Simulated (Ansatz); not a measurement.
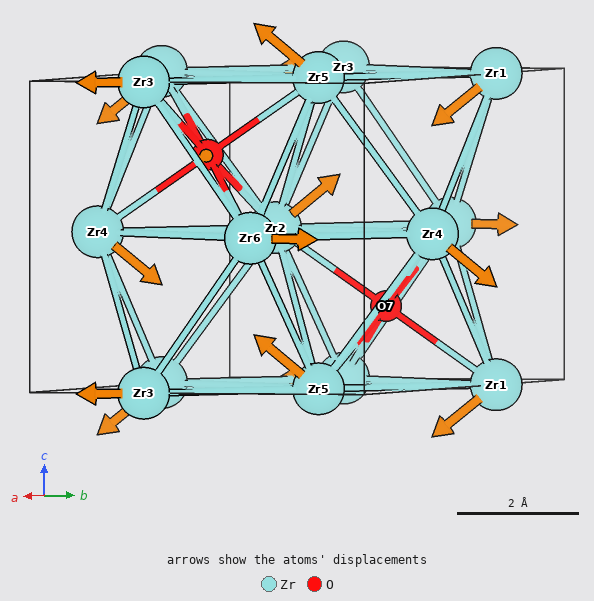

One vibrational mode of solid Zr₃O at the zone centre. Displacements are drawn as orange arrows; their common scale and sign are arbitrary. Style: ball-and-stick. Shown: the cell of the calculation, from a free direction.

The calculation used DFT PBEsol, scalar-relativistic, plane waves, PAW (Ansatz 0.2.0).

The input:
```yaml
crystal:
  lattice:
    - [5.5835012637, 0.0, 0.0]
    - [-2.7917506319, 4.8354539364, 0.0]
    - [0.0, 0.0, 5.1681962456]
  atoms:
    - { symbol: Zr, position: [0.340592471, 0.0, 0.0] }
    - { symbol: Zr, position: [0.340592471, 0.340592471, 0.5] }
    - { symbol: Zr, position: [0.0, 0.340592471, 0.0] }
    - { symbol: Zr, position: [0.659407529, 0.0, 0.5] }
    - { symbol: Zr, position: [0.659407529, 0.659407529, 0.0] }
    - { symbol: Zr, position: [0.0, 0.659407529, 0.5] }
    - { symbol: O, position: [0.3333333333, 0.6666666667, 0.25] }
    - { symbol: O, position: [0.6666666667, 0.3333333333, 0.75] }
basis:
  ecutwfc: 420
kpoints:
  mp_grid: { grid: [6, 6, 8] }
hamiltonian:
  xc: pbesol
scf:
  occupations: { method: fermi_dirac, width: 0.15 }
output:
  eigenvalues: true
phonons:
  method: dfpt
  eigenvectors: true
  qmesh: [2, 2, 2]
  temperatures: { t_max: 1000, t_step: 100 }
  qpath:
    path:
      - [[0.0, 0.0, 0.0], [0.5, 0.0, 0.0], [0.33333333, 0.33333333, 0.0], [0.0, 0.0, 0.0], [0.0, 0.0, 0.5], [0.5, 0.0, 0.5], [0.33333333, 0.33333333, 0.5], [0.0, 0.0, 0.5]]
      - [[0.5, 0.0, 0.5], [0.5, 0.0, 0.0]]
      - [[0.33333333, 0.33333333, 0.5], [0.33333333, 0.33333333, 0.0]]
    npoints: 8
```

Command:
```bash
ansatz run input.yaml --threads 4 --pin off --max-ram 12288MiB --backend cpu --events-out ev --progress --plain --runs-dir out
```

The frequencies depend somewhat on the k-mesh and the smearing.

Question: Describe the mode and give its frequency.

Answer: This is the E₂ mode (doubly degenerate; one member of the set is drawn) at 12.4 meV, the lowest optical level, Raman-active by symmetry. Atoms of one kind move against one another, with no net shift of any sublattice.
